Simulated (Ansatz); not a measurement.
The calculation's input:

```
crystal:
  lattice:
    - [4.05, 0.0, 0.0]
    - [-2.025, 3.5074028853, 0.0]
    - [0.0, 0.0, 16.93]
  atoms:
    - { symbol: In, position: [0.3333333333, 0.6666666667, 0.157] }
    - { symbol: In, position: [0.6666666667, 0.3333333333, 0.657] }
    - { symbol: In, position: [0.3333333333, 0.6666666667, 0.343] }
    - { symbol: In, position: [0.6666666667, 0.3333333333, 0.843] }
    - { symbol: Se, position: [0.3333333333, 0.6666666667, 0.602] }
    - { symbol: Se, position: [0.6666666667, 0.3333333333, 0.102] }
    - { symbol: Se, position: [0.3333333333, 0.6666666667, 0.898] }
    - { symbol: Se, position: [0.6666666667, 0.3333333333, 0.398] }
scf:
  occupations: { method: fixed }
output:
  forces: true
  stress: true
  eigenvalues: true
  write_density: true
  write_potential: true
  elf: true
  volumetric_format: npy
hamiltonian:
  xc: pbe
  dispersion: d3bj
relax:
  f_tol: 0.001
  max_steps: 60
  cell: { stress_tol: 0.03 }
kpoints:
  mp_grid: { grid: [10, 10, 3] }
```

Command:

```sh
ansatz run input.yaml --threads 8 --pin off --max-ram 10240MiB --backend cpu --events-out ev --progress --plain --runs-dir out
```

Below, planes, directions and counts refer to the conventional cell (a = 4.03 Å, b = 4.03 Å, c = 16.76 Å, α = 90.00°, β = 90.00°, γ = 120.00°).

The fields are those of the run's last geometry, not of the input's.

Space group P6₃/mmc.

Theory: Ansatz 0.2.0, DFT PBE+D3(BJ), scalar-relativistic, plane waves, PAW.

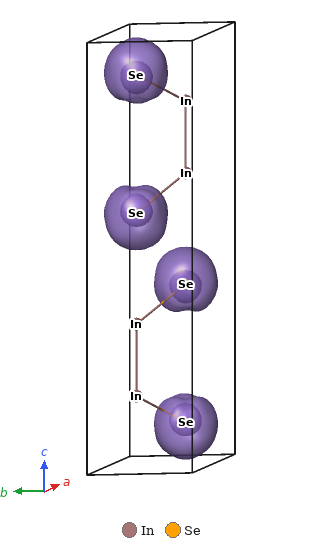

InSe. Isosurface of the ELF at 0.7 (purple), seen at an oblique angle. Only the valence region is drawn (cores and ρ < 0.01 e/Å³ removed). Sticks mark near contacts.

Core electrons are frozen (PAW), and the valence fields are smoothed inside the atomic spheres.

Question: Identify the bonds, lone pairs and shells in this picture.

Answer: The ELF exceeds this value in four regions wrapped around Se (the valence shell of each), counted in one cell of 8 atoms. Regions shared between cells count once. Profiles from the grid: In–Se (2.66 Å): the ELF is about 0.50 at the midpoint. In–In (2.79 Å): the ELF reaches about 0.55 near the midpoint.

Question: Does the calculation give a band gap?

Answer: It is gapped, with a Kohn–Sham gap of 0.37 eV on the k-point mesh (the band edges may lie off the mesh, which would make the gap smaller).
